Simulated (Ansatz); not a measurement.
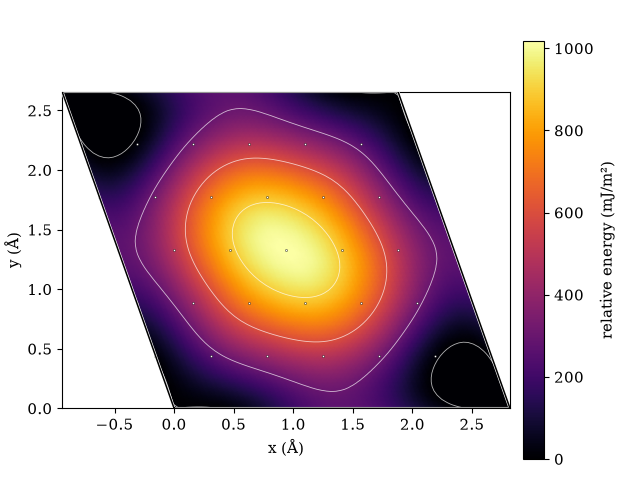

Ti (Im-3m, No. 229; 4 atoms in the cell). Gamma surface: rigid slide across a plane, one fault a cell; the plane is (0 1 1) of the conventional cell. Places are given modulo a cell vector. The map is drawn in real space over the plane of the slide. Nothing is relaxed (rigid halves, spacing across the cut fixed). The grid has 6 × 6 points; 13 points were computed and 23 follow by symmetry. All energies are given in mJ/m² relative to the lowest grid point. Level of theory: DFT PBE, scalar-relativistic, plane waves, PAW in Ansatz 0.2.0. Settings: cutoff 520 eV, k-mesh 16×16×5 in the order of the run's cell vectors, gaussian smearing 0.15 eV, no spin polarisation.

Drawn: a smooth colour map with a few white contour lines, dots at the grid points, the outline of one cell of the plane. Between grid points the surface is interpolated.

The lowest grid point is at (0/6, 0/6) of the cell vectors. The bottom of the well lies between grid points, at (0/6, 0/6) of the cell vectors, about 68 mJ/m² lower on the interpolated surface. It is the only kind of minimum in the scanned range. The highest grid point, (3/6, 3/6) of the cell vectors, lies 1018 mJ/m² above the lowest.

The level of theory is changed to Ansatz 0.2.0, DFT LDA, scalar-relativistic, plane waves, PAW; with it change k-mesh 17×17×5 (before 16×16×5), the cell, relaxed at the new level (first cell vector 2.741 Å, before 2.819 Å), the gap across the cut 2.24 Å (before 2.30 Å).

Question: What will the new map look like?

Answer: The lowest place stays at (0/6, 0/6) of the cell vectors. The span from the lowest to the highest grid point shrinks from 1018 to 930 mJ/m².

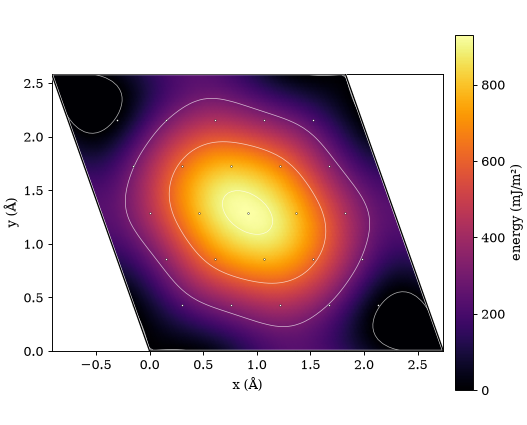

The map after the change, on a colour scale of its own. In the figure: a smooth colour map with a few white contour lines, dots at the grid points, the outline of one cell of the plane. Between grid points the surface is interpolated.

PAW datasets: the set soft_1.
